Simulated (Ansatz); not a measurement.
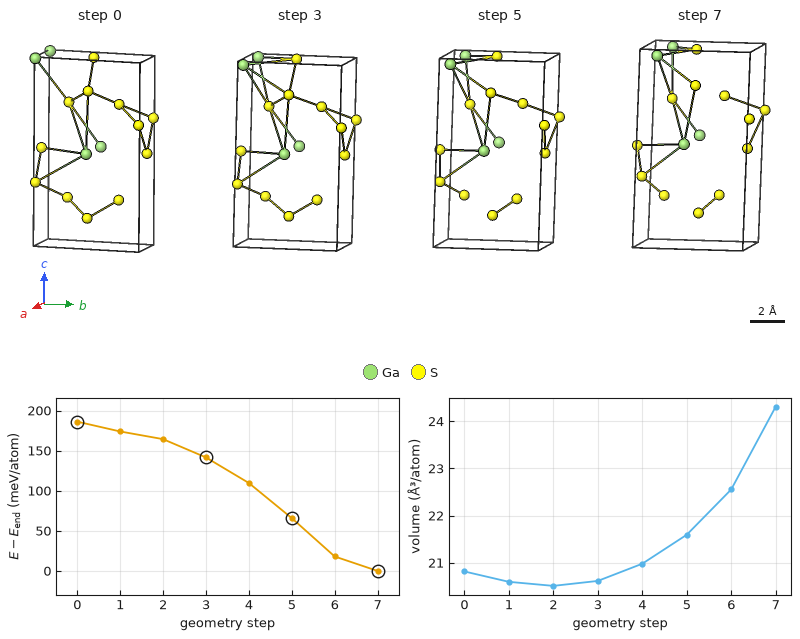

Frames of a relaxation of crystalline GaS5 (a generated structure, set up in P1) (coarse preliminary run), marked on the history of the run. Style: ball-and-stick. Shown: the cell of the calculation, slightly off an axis.

Theory: DFT PBE, scalar-relativistic, plane waves, PAW in Ansatz 0.2.0.

Input file:
```yaml
crystal:
  lattice:
    - [0.0395576358, 0.0073540084, -3.2770169139]
    - [3.3611647744, -5.7165178845, -0.0264912267]
    - [-10.0030857667, -5.6700939827, 0.129798948]
  atoms:
    - { symbol: Ga, position: [0.0013173756, 0.0081167824, 0.9934386933] }
    - { symbol: Ga, position: [0.004699656, 0.4945775017, 0.5030341031] }
    - { symbol: S, position: [-0.0122906981, 0.5081535457, 0.8354829869] }
    - { symbol: S, position: [-0.0248072565, 1.0119182706, 0.3373640697] }
    - { symbol: S, position: [0.005482438, -0.0091513763, 0.6703467003] }
    - { symbol: S, position: [-0.0173846641, 0.5058040029, 0.1628238773] }
    - { symbol: S, position: [0.4853092089, 0.2567181519, 0.7500822958] }
    - { symbol: S, position: [0.5303136348, 0.7402638224, 0.248923685] }
    - { symbol: S, position: [0.5303993428, 0.7393695984, 0.7550596175] }
    - { symbol: S, position: [0.5083427396, 0.251197225, 0.2475200038] }
    - { symbol: S, position: [0.4623654751, 0.4875331456, 0.9924127619] }
    - { symbol: S, position: [0.5262527479, 0.0054993297, 0.5035112054] }
basis:
  ecutwfc: 420
kpoints:
  mp_grid: { grid: [6, 4, 2] }
hamiltonian:
  xc: pbe
scf:
  occupations: { method: gaussian, width: 0.2 }
  lower_state_search: "off"
output:
  forces: true
  stress: true
  eigenvalues: true
relax:
  adjacent_minimum: "off"
  f_tol: 0.025
  max_steps: 60
  cell: { stress_tol: 0.25 }
```

Command:
```bash
ansatz run input.yaml --threads 1 --pin off --max-ram 2560MiB --backend cpu --events-out ev --progress --plain --runs-dir out
```

### Describe the path.

The run was cut off at its time limit before the relaxation converged, so the last structure is only a point on the way. Ga1 moves most relative to the cell: 1.13 Å roughly along [1 3 0]. Largest moves by element: Ga 1.13 Å, S 0.75 Å. Cell: a 3.277 → 3.499 Å (+6.8 %), b 6.631 → 6.933 Å (+4.5 %), c 11.499 → 12.058 Å (+4.9 %), α 90.9° → 87.8°, β 91.3° → 93.4°, γ 89.5° → 89.2°. Volume +16.8 %. Among the contacts that change: Ga1–S11 3.531 → 2.348 Å, S3–S7 2.525 → 3.511 Å, S4–S8 2.750 → 3.601 Å, Ga1–S11 (another image) 3.624 → 2.828 Å. New bonds form, among them: Ga1–S11 (3.53 → 2.35 Å). Bonds break, among them: S3–S11 (2.53 → 3.31 Å), S6–S11 (2.54 → 3.33 Å). Among the angles between lasting bonds that change: S9–S3–S11 82.2° → 113.9°, S10–S4–S12 88.3° → 114.7°, S8–S6–S8 83.5° → 104.3°. The space group stays P1 (No. 1). Over 7 geometry steps the energy falls by 186 meV per atom. Largest force component: 0.59 eV/Å at the start, 1.9 eV/Å at the end. Pressure: −0.50 GPa at the start and 3.55 GPa at the end. The run took 9.4 min on 1 thread of Intel(R) Xeon(R) Processor @ 2.50GHz (Skylake/Cascade Lake), with other jobs on the host, peak memory 0.61 GiB. From step 0 to 3: Ga1 moves most (0.33 Å), volume −1.0 %, energy −44.6 meV per atom. From step 3 to 5: Ga1 moves most (0.39 Å), volume +4.7 %, energy −75.7 meV per atom. From step 5 to 7: Ga1 moves most (0.38 Å), volume +12.6 %, energy −65.9 meV per atom.
